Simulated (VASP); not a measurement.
## Geometry relaxation of BN (part 2 of 2)

The same run, continued: BN (P6₃/mmc, 4 atoms in the cell); Kohn-Sham DFT of a periodic cell, PBE with D3(BJ), VASP PAW PBE potentials, recommended, no spin polarisation (VASP 6.6.1); cutoff 520 eV, 9×9×4 k-mesh, Gaussian smearing of 0.02 eV. The structure derives from an entry of the Crystallography Open Database.

Geometry of the input (Å; fractional positions):
```
2.4815  0.0000  0.0000
-1.2407  2.1490  0.0000
0.0000  0.0000  6.5191
B  0.3333  0.6667  0.2500
B  0.6667  0.3333  0.7500
N  0.3333  0.6667  0.7500
N  0.6667  0.3333  0.2500
```

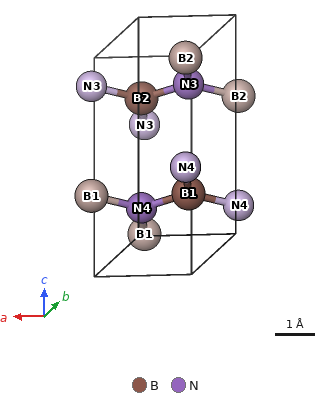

Figure 1. The geometry at step 1 of the log (ball-and-stick view of the cell of the calculation, seen at an oblique angle; neighbours outside the cell are drawn fainter; atoms are numbered from 1 in the order of the input).

**Parts of OUTCAR, continued**
```
   k-points           NKPTS =     36   k-points in BZ     NKDIM =     36   number of bands    NBANDS=     12
   number of dos      NEDOS =    301   number of ions     NIONS =      4
   total plane-waves  NPLWV =  15552
   dimension x,y,z NGX =    18 NGY =   18 NGZ =   48
   dimension x,y,z NGXF=    36 NGYF=   36 NGZF=   96
   ions per type =               2   2
   NGX,Y,Z   is equivalent  to a cutoff of  12.06, 12.06, 12.24 a.u.
   NGXF,Y,Z  is equivalent  to a cutoff of  24.12, 24.12, 24.48 a.u.
 SYSTEM =  BN
   PREC   = accura    normal or accurate (medium, high low for compatibility)
   ISTART =      0    job   : 0-new  1-cont  2-samecut
   ICHARG =      2    charge: 1-file 2-atom 10-const
   ISPIN  =      1    spin polarized calculation?
   LNONCOLLINEAR =      F non collinear calculations
   LSORBIT =      F    spin-orbit coupling
   LASPH  =      T    aspherical Exc in radial PAW
   ENCUT  =  520.0 eV  38.22 Ry    6.18 a.u.   4.61  4.61 12.12*2*pi/ulx,y,z
   NELM   =    100;   NELMIN=  2; NELMDL= -5     # of ELM steps
   EDIFF  = 0.1E-06   stopping-criterion for ELM
   LREAL  =      F    real-space projection
   EDIFFG = -.2E-02   stopping-criterion for IOM
   NSW    =     80    number of steps for IOM
   IBRION =      2    ionic relax: 0-MD 1-quasi-New 2-CG
   NFREE  =      1    steps in history (QN), initial steepest desc. (CG)
   ISIF   =      4    stress and relaxation
   ISYM   =      2    0-nonsym 1-usesym 2-fastsym
   POTIM  = 0.5000    time-step for ionic-motion
   TEBEG  =    0.0;   TEEND  =   0.0 temperature during run
   PSTRESS=    0.0 pullay stress
   NELECT =      16.0000    total number of electrons
   NUPDOWN=      -1.0000    fix difference up-down
   EMIN   =  10.00;   EMAX   =-10.00  energy-range for DOS
   EFERMI =   0.00;   METHOD = LEGACY
   ISMEAR =     0;   SIGMA  =   0.02  broadening in eV -4-tet -1-fermi 0-gaus
   EFERMI_NEDOS =   21; number of points for ismear=-14 and -15
   IALGO  =     68    algorithm
   IMIX   =      4    mixing-type and parameters
     AMIX     =   0.40;   BMIX     =  1.00
     AMIX_MAG =   1.60;   BMIX_MAG =  1.00
  volume/ion in A,a.u.               =       8.69        58.65
  Fermi-wavevector in a.u.,A,eV,Ry     =   1.263963  2.388544 21.736702  1.597603
  Thomas-Fermi vector in A             =   2.397293
   LORBIT       =      0    0 simple, 1 ext, 2 COOP (PROOUT), +10 PAW based schemes
   GGA     = PE    functional components
   LHFCALC =     F    Hartree Fock is set to
   AEXX    =    0.0000 exact exchange contribution
   IVDW    =    12    specifies the selected vdW correction
   LEPSILON=     F    determine dielectric tensor
   LRPA    =     F    only Hartree local field effects (RPA)
 conjugate gradient relaxation of ions
 non-spin polarized calculation
 RMM-DIIS sequential band-by-band and
 Gauss-broadening in eV      SIGMA  =   0.02
  energy-cutoff  :      520.00
  volume of cell :       34.76
 maximum number of plane-waves:       955
   NGX =  9   NGY =  9   NGZ = 25

--------------------------------------- Ionic step        1  -------------------------------------------

 number of electron      15.9999995 magnetization

 Free energy of the ion-electron system (eV)
  ---------------------------------------------------
  ext. energy  EPLUGINS =         0.00000000
  ---------------------------------------------------
  free energy    TOTEN  =       -35.10304098 eV

  energy without entropy =      -35.10304098  energy(sigma->0) =      -35.10304098

------------------------ aborting loop because EDIFF is reached ----------------------------------------

 Edisp (eV)   -0.58791

 E8    (eV) :    -0.1725

  FORCE on cell =-STRESS in cart. coord.  units (eV):
  Direction    XX          YY          ZZ          XY          YZ          ZX
  --------------------------------------------------------------------------------------
  -------------------------------------------------------------------------------------
  Total       2.51426     2.51426     0.05951     0.00000    -0.00000    -0.00000
  in kB     115.87203   115.87203     2.74254     0.00000    -0.00000    -0.00000
  external pressure =       78.16 kB  Pullay stress =        0.00 kB

 VOLUME and BASIS-vectors are now :
 -----------------------------------------------------------------------------
  energy-cutoff  :      520.00
  volume of cell :       34.76
      direct lattice vectors                 reciprocal lattice vectors
     2.481487615  0.000000000  0.000000000     0.402984079  0.232662967  0.000000000
    -1.240743807  2.149031309  0.000000000     0.000000000  0.465325934  0.000000000
     0.000000000  0.000000000  6.519083167     0.000000000  0.000000000  0.153395803

 POSITION                                       TOTAL-FORCE (eV/Angst)
 -----------------------------------------------------------------------------------
     -0.00000      1.43269      1.62977        -0.000000      0.000000      0.000000
      1.24074      0.71634      4.88931         0.000000     -0.000000      0.000000
     -0.00000      1.43269      4.88931        -0.000000      0.000000      0.000000
      1.24074      0.71634      1.62977         0.000000     -0.000000      0.000000
 -----------------------------------------------------------------------------------
    total drift:                               -0.000002      0.000001      0.000000

  FREE ENERGIE OF THE ION-ELECTRON SYSTEM (eV)
  ---------------------------------------------------
  free  energy   TOTEN  =       -35.6909505881 eV

  energy  without entropy=      -35.6909505881  energy(sigma->0) =      -35.69095059

--------------------------------------- Ionic step        2  -------------------------------------------

 number of electron      15.9999991 magnetization

------------------------ aborting loop because EDIFF is reached ----------------------------------------

 Edisp (eV)   -0.59033

 E8    (eV) :    -0.1737

  FORCE on cell =-STRESS in cart. coord.  units (eV):
  Direction    XX          YY          ZZ          XY          YZ          ZX
  --------------------------------------------------------------------------------------
  -------------------------------------------------------------------------------------
  Total       0.04757     0.04757     0.23936     0.00000    -0.00000     0.00000
  in kB       2.19246     2.19246    11.03128     0.00000    -0.00000     0.00000
  external pressure =        5.14 kB  Pullay stress =        0.00 kB

 VOLUME and BASIS-vectors are now :
 -----------------------------------------------------------------------------
  energy-cutoff  :      520.00
  volume of cell :       34.76
      direct lattice vectors                 reciprocal lattice vectors
     2.506222192  0.000000000 -0.000000000     0.399006921  0.230366754  0.000000000
    -1.253111096  2.170452081  0.000000000     0.000000000  0.460733507  0.000000000
     0.000000000 -0.000000000  6.391040991     0.000000000 -0.000000000  0.156469032

 POSITION                                       TOTAL-FORCE (eV/Angst)
 -----------------------------------------------------------------------------------
     -0.00000      1.44697      1.59776        -0.000000     -0.000000      0.000000
      1.25311      0.72348      4.79328        -0.000000      0.000000      0.000000
     -0.00000      1.44697      4.79328         0.000000     -0.000000      0.000000
      1.25311      0.72348      1.59776        -0.000000      0.000000      0.000000
 -----------------------------------------------------------------------------------
    total drift:                               -0.000002      0.000001      0.000000

  FREE ENERGIE OF THE ION-ELECTRON SYSTEM (eV)
  ---------------------------------------------------
  free  energy   TOTEN  =       -35.7131923097 eV

  energy  without entropy=      -35.7131923097  energy(sigma->0) =      -35.71319231

--------------------------------------- Ionic step        3  -------------------------------------------

 number of electron      15.9999991 magnetization

 Free energy of the ion-electron system (eV)
  ---------------------------------------------------
  ext. energy  EPLUGINS =         0.00000000
  ---------------------------------------------------
  free energy    TOTEN  =       -35.12317170 eV

  energy without entropy =      -35.12317170  energy(sigma->0) =      -35.12317170

 E-fermi :   2.7360     XC(G=0): -10.3126     alpha+bet :-11.3836

 val. band max:        2.5711126897   @ k =   0.3333   0.3333   0.5000
 cond. band min:       6.9288101678   @ k =   0.4444   0.1111   0.0000
 fundamental gap:      4.3576974781
 Fermi energy:         2.7359778151

 k-point     1 :       0.0000    0.0000    0.0000
  band No.  band energies     occupation
      1     -15.2673      2.00000
      2     -14.8797      2.00000
      3      -3.8087      2.00000
      4      -1.2780      2.00000
      5       1.2397      2.00000
      6       1.2397      2.00000
      7       1.2933      2.00000
      8       1.2933      2.00000
      9       8.0844      0.00000
     10      13.3156      0.00000
     11      14.0988      0.00000
     12      14.1304      0.00000

 k-point     2 :       0.1111    0.0000    0.0000
  band No.  band energies     occupation
      1     -15.0252      2.00000
      2     -14.6480      2.00000
      3      -3.4767      2.00000
      4      -0.9852      2.00000
      5       0.2793      2.00000
      6       0.3317      2.00000
      7       0.7941      2.00000
      8       0.8570      2.00000
      9       8.5137      0.00000
     10      13.0611      0.00000
     11      13.8279      0.00000
     12      14.1681      0.00000

 k-point     3 :       0.2222    0.0000    0.0000
  band No.  band energies     occupation
      1     -14.3237      2.00000
      2     -13.9791      2.00000
      3      -2.5035      2.00000
      4      -1.9238      2.00000
      5      -1.8431      2.00000
      6      -0.1506      2.00000
      7      -0.1439      2.00000
      8      -0.0736      2.00000
      9       9.5637      0.00000
     10      11.9806      0.00000
     11      12.4899      0.00000
     12      13.2621      0.00000

 k-point     4 :       0.3333    0.0000    0.0000
  band No.  band energies     occupation
      1     -13.2696      2.00000
      2     -12.9892      2.00000
      3      -4.3341      2.00000
      4      -4.2190      2.00000
      5      -1.0217      2.00000
      6      -0.9899      2.00000
      7      -0.9350      2.00000
      8       1.0823      2.00000
      9       9.3995      0.00000
     10      10.4264      0.00000
     11      10.9359      0.00000
     12      12.7845      0.00000

 k-point     5 :       0.4444    0.0000    0.0000
  band No.  band energies     occupation
      1     -12.2358      2.00000
      2     -12.0833      2.00000
      3      -6.0697      2.00000
      4      -5.9674      2.00000
      5      -1.5135      2.00000
      6      -1.4225      2.00000
      7       0.6487      2.00000
      8       2.1105      2.00000
      9       7.1553      0.00000
     10       8.6999      0.00000
     11      12.0013      0.00000
     12      12.5244      0.00000

 [... the levels of 18 k-points are left out ...]

 k-point    24 :       0.3333    0.3333    0.2500
  band No.  band energies     occupation
      1     -11.4035      2.00000
      2     -11.4035      2.00000
      3      -5.3885      2.00000
      4      -5.2372      2.00000
      5      -4.5725      2.00000
      6      -4.5725      2.00000
      7       2.5082      2.00000
      8       2.5082      2.00000
      9       7.3542      0.00000
     10       7.3542      0.00000
     11      13.5861      0.00000
     12      15.9094      0.00000

 [... further k-points ...]

------------------------ aborting loop because EDIFF is reached ----------------------------------------

 Edisp (eV)   -0.59016

 E8    (eV) :    -0.1736

  FORCE on cell =-STRESS in cart. coord.  units (eV):
  Direction    XX          YY          ZZ          XY          YZ          ZX
  --------------------------------------------------------------------------------------
  -------------------------------------------------------------------------------------
  Total       0.22466     0.22466     0.22500     0.00000    -0.00000     0.00000
  in kB      10.35391    10.35391    10.36917     0.00000    -0.00000     0.00000
  external pressure =       10.36 kB  Pullay stress =        0.00 kB

 VOLUME and BASIS-vectors are now :
 -----------------------------------------------------------------------------
  energy-cutoff  :      520.00
  volume of cell :       34.76
      direct lattice vectors                 reciprocal lattice vectors
     2.504395354  0.000000000 -0.000000000     0.399297978  0.230534795  0.000000000
    -1.252197677  2.168869992  0.000000000     0.000000000  0.461069591  0.000000000
     0.000000000 -0.000000000  6.400368319     0.000000000 -0.000000000  0.156241008

 POSITION                                       TOTAL-FORCE (eV/Angst)
 -----------------------------------------------------------------------------------
     -0.00000      1.44591      1.60009        -0.000000      0.000000      0.000000
      1.25220      0.72296      4.80028        -0.000000     -0.000000      0.000000
     -0.00000      1.44591      4.80028         0.000000     -0.000000      0.000000
      1.25220      0.72296      1.60009        -0.000000      0.000000      0.000000
 -----------------------------------------------------------------------------------
    total drift:                               -0.000002      0.000001      0.000000

  FREE ENERGIE OF THE ION-ELECTRON SYSTEM (eV)
  ---------------------------------------------------
  free  energy   TOTEN  =       -35.7133324063 eV

  energy  without entropy=      -35.7133324063  energy(sigma->0) =      -35.71333241

 reached required accuracy - stopping structural energy minimisation
```

**CONTCAR**
```
BN
   1.00000000000000
     2.5043953535788668    0.0000000000000000   -0.0000000000000000
    -1.2521976767894334    2.1688699922120596    0.0000000000000000
     0.0000000000000000   -0.0000000000000000    6.4003683185763069
  B               N
     2     2
Direct
     0.3333333300000021    0.6666666699999979    0.2500000000000000
     0.6666666699999979    0.3333333300000021    0.7500000000000000
     0.3333333300000021    0.6666666699999979    0.7500000000000000
     0.6666666699999979    0.3333333300000021    0.2500000000000000

  0.00000000E+00  0.00000000E+00  0.00000000E+00
  0.00000000E+00  0.00000000E+00  0.00000000E+00
  0.00000000E+00  0.00000000E+00  0.00000000E+00
  0.00000000E+00  0.00000000E+00  0.00000000E+00
```

**Trajectory as extended XYZ (Å, eV, eV/Å), 3 frames, from step=0 to step=2**
```
4
Lattice="2.4815 0.0000 0.0000 -1.2407 2.1490 0.0000 0.0000 0.0000 6.5191" Properties=species:S:1:pos:R:3:forces:R:3 step=0 energy=-35.69095
B     0.0000    1.4327    1.6298    0.0000   0.0000   0.0000
B     1.2407    0.7163    4.8893    0.0000   0.0000   0.0000
N     0.0000    1.4327    4.8893    0.0000   0.0000   0.0000
N     1.2407    0.7163    1.6298    0.0000   0.0000   0.0000
4
Lattice="2.5062 0.0000 -0.0000 -1.2531 2.1705 0.0000 0.0000 -0.0000 6.3910" Properties=species:S:1:pos:R:3:forces:R:3 step=1 energy=-35.71319
B     0.0000    1.4470    1.5978    0.0000   0.0000   0.0000
B     1.2531    0.7235    4.7933    0.0000   0.0000   0.0000
N     0.0000    1.4470    4.7933    0.0000   0.0000   0.0000
N     1.2531    0.7235    1.5978    0.0000   0.0000   0.0000
4
Lattice="2.5044 0.0000 -0.0000 -1.2522 2.1689 0.0000 0.0000 -0.0000 6.4004" Properties=species:S:1:pos:R:3:forces:R:3 step=2 energy=-35.71333
B     0.0000    1.4459    1.6001    0.0000   0.0000   0.0000
B     1.2522    0.7230    4.8003    0.0000   0.0000   0.0000
N     0.0000    1.4459    4.8003    0.0000   0.0000   0.0000
N     1.2522    0.7230    1.6001    0.0000   0.0000   0.0000
```

**Results in brief**

| quantity | value |
| --- | --- |
| outcome | converged |
| space group (tolerance 0.01 Å) | P6₃/mmc (194) |
| electrons treated | 16 |
| free energy | −35.7133 eV |
| dispersion energy | −0.5902 eV |
| gap on the k-point mesh | 4.36 eV |
| pressure | 1.04 GPa |
| final volume | 34.76 Å³ |
| largest force (length of the vector) at the end | under 0.001 eV/Å |
| final cell | a = 2.504 Å, b = 2.504 Å, c = 6.400 Å, α = 90.00°, β = 90.00°, γ = 120.00° |
| hardware | 1 thread of Intel Xeon (Granite Rapids), 128 GiB of memory available, shared host |
| wall time | 16 s |
| peak memory | 0.15 GiB |
